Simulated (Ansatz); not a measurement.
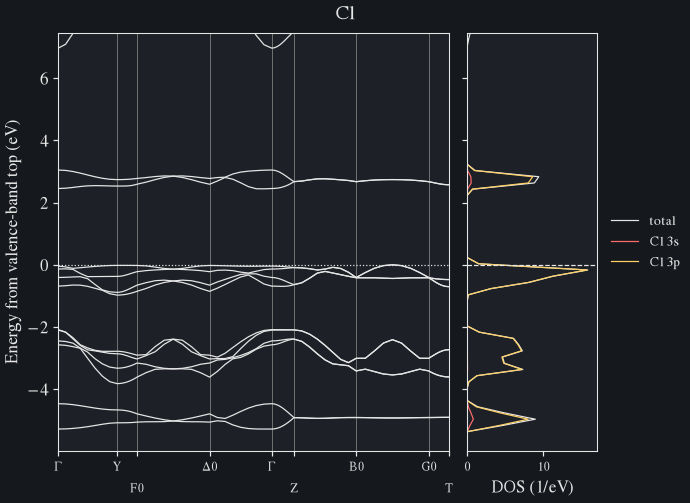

Write a caption that states what the plot shows.

Band structure and density of states of Cl, space group Cmce, 4 atoms in the cell. Method: DFT, PBE, all-electron LAPW, scalar-relativistic, no spin polarisation, 8×8×4 k mesh, Fermi-Dirac smearing of 0.02 eV (Ansatz). Energies are counted from the top of the valence band. The path runs straight from each named point to the next. The partial curves are projected on atomic shells.

A semiconductor. The gap along this path is 2.44 eV, from the valence-band top between B0 and G0 to the conduction-band bottom between Δ0 and Γ; the smallest direct gap, between Δ0 and Γ, is only slightly larger at 2.49 eV. The top valence band spans 0.5 eV and the lowest conduction band 0.4 eV. The direct gaps are 2.50 eV at Γ, 3.05 eV at T and 2.61 eV at Δ0. By projected weight, the top eV of the valence band is Cl 3p almost alone; the bottom eV of the conduction band is Cl 3p almost alone.
